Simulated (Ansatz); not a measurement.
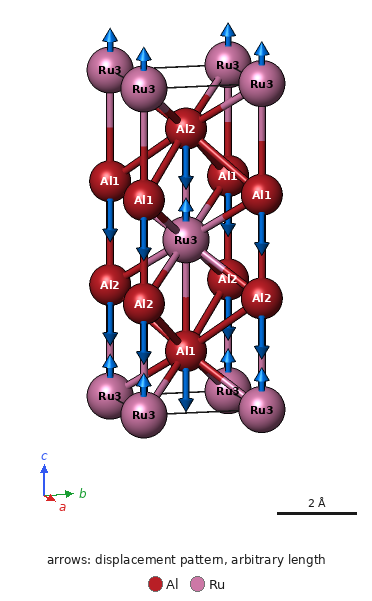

One vibrational mode of crystalline Al2Ru at the zone centre. The blue arrows give the relative displacements of the atoms. Style: ball-and-stick. Shown: the conventional cell (2 times the calculation's cell), slightly off an axis. Lengths and directions refer to the drawn axes.

These are results of DFT PBEsol, scalar-relativistic, plane waves, PAW in Ansatz 0.2.0, not measurements.

Input
```yaml
crystal:
  lattice:
    - [-1.5623910879, 1.5623910879, 4.2062690249]
    - [1.5623910879, -1.5623910879, 4.2062690249]
    - [1.5623910879, 1.5623910879, -4.2062690249]
  atoms:
    - { symbol: Al, position: [0.6589339485, 0.6589339485, 0.0] }
    - { symbol: Al, position: [0.3410660515, 0.3410660515, 0.0] }
    - { symbol: Ru, position: [0.0, 0.0, 0.0] }
basis:
  ecutwfc: 420
kpoints:
  mp_grid: { grid: [18, 18, 18] }
hamiltonian:
  xc: pbesol
scf:
  occupations: { method: fermi_dirac, width: 0.15 }
output:
  eigenvalues: true
phonons:
  method: dfpt
  eigenvectors: true
```

Launched with:
```bash
ansatz run input.yaml --threads 1 --pin off --max-ram 3072MiB --backend cpu --events-out ev --progress --plain --runs-dir out
```

The frequencies depend somewhat on the k-mesh and the smearing.

### Give the symmetry, activity and frequency of this mode.

This is the A₂u mode at 7.50 THz, the lowest optical level, infrared-active by symmetry. The Al sublattice moves against the Ru sublattice, along c; the kinetic energy is shared as Al 65 %, Ru 35 %. The crystal is a metal, so free carriers screen the infrared response.
